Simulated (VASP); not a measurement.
SnO₂ (space group P4_2/mnm, No. 136). Coordinates: the geometry relaxed with VASP, VASP Kohn-Sham DFT of a periodic cell, rev-vdW-DF2, VASP PAW PBE potentials, recommended.

```cif
data_structure
_symmetry_space_group_name_H-M 'P4_2/mnm'
_symmetry_Int_Tables_number 136
_cell_length_a 4.7904
_cell_length_b 4.7904
_cell_length_c 3.2393
_cell_angle_alpha 90.000
_cell_angle_beta 90.000
_cell_angle_gamma 90.000
_cell_volume 74.33
loop_
_atom_site_label
_atom_site_type_symbol
_atom_site_symmetry_multiplicity
_atom_site_Wyckoff_symbol
_atom_site_fract_x
_atom_site_fract_y
_atom_site_fract_z
_atom_site_occupancy
Sn1 Sn 2 b 0.00000 0.00000 0.50000 1
O1 O 4 f 0.30616 0.69384 0.50000 1
```

Bonds are taken as O–Sn below 2.3 Å; no other contact counts. Atoms with one bond or none are removed and atoms with two bonds are replaced by edges, until no such atom is left.

What net does this leave?

The result is a binodal (3,6)-connected, three-periodic net: O is a 3-connected node; Sn is a 6-connected node, in the ratio 2:1. It is the rtl net, known from rutile. It is a single net, without interpenetration.

| node | links | point symbol | coordination sequence |
| --- | --- | --- | --- |
| O | 3 | 4·6² | 3 14 19 62 |
| Sn | 6 | 4²·6¹⁰·8³ | 6 10 38 34 |

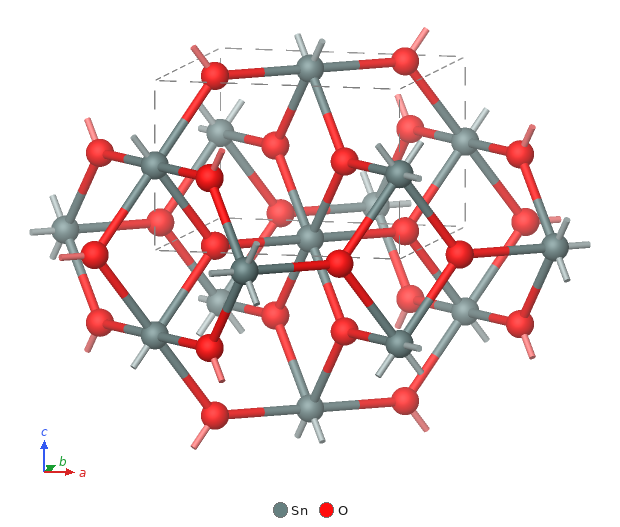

Nodes are coloured by element. Edges to nodes outside the piece are drawn as stubs.
